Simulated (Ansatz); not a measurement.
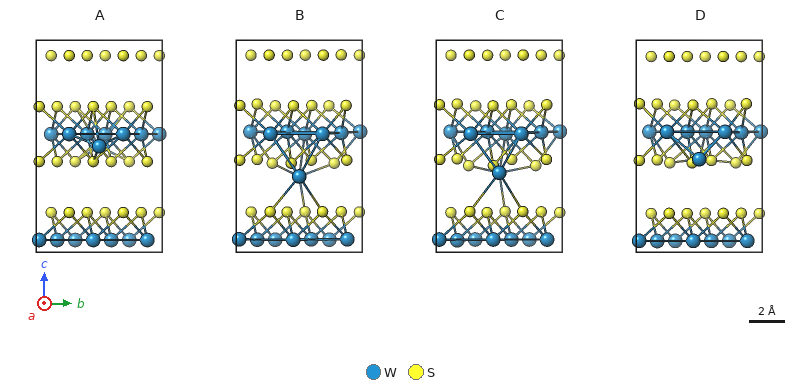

4 geometries from one relaxation of a defect cell of composition W15S28, in shuffled order. The picture is a ball-and-stick view of the cell of the calculation, reduced to other axes (origin shifted), seen along the a axis. Lengths and directions refer to the drawn axes.

Case: W interstitial, charge +0, atoms relaxed at the host's cell.

These are results of Ansatz 0.2.0, DFT PBE+D3(BJ), scalar-relativistic, plane waves, PAW, not measurements. (plane-wave cutoff 420 eV; k-point mesh 2 × 2 × 2; occupations gaussian; smearing width 0.01 eV; no spin polarisation; atoms relaxed in a fixed cell; force threshold 0.025 eV/Å; at most 45 steps)

Question: Order the frames from highest to lowest energy.

Answer: A, D, C, B. They are steps 0, 4, 8, 17, at +23.891 eV per cell of the calculation, +2.686 eV per cell of the calculation, +0.494 eV per cell of the calculation relative to the last. Over 16 accepted moves (17 points after the start) the energy falls by 23.891 eV per cell of the calculation. The largest force component goes from 23 to 0.014 eV/Å. The line search rejected the trial step at point 11 of the run. The largest move is that of a W atom, 1.73 Å along −c. By element the largest moves are W 1.73 Å, S 0.30 Å. The cell doesn't change. Among the contacts that change: S–W 4.210 → 2.685 Å, S–W 2.914 → 4.431 Å, W–W 1.951 → 3.006 Å, S–W 2.407 → 2.622 Å. New bonds form, among them: S–W (4.21 → 2.68 Å). Bond angles that change, for instance: W–W–S 175.4° → 105.8°, W–W–W 107.9° → 60.6°, W–S–W 113.5° → 151.1°.

Limits of the set-up: the periodic images lie only 8.3 Å apart, so the values are limited by the cell's size.
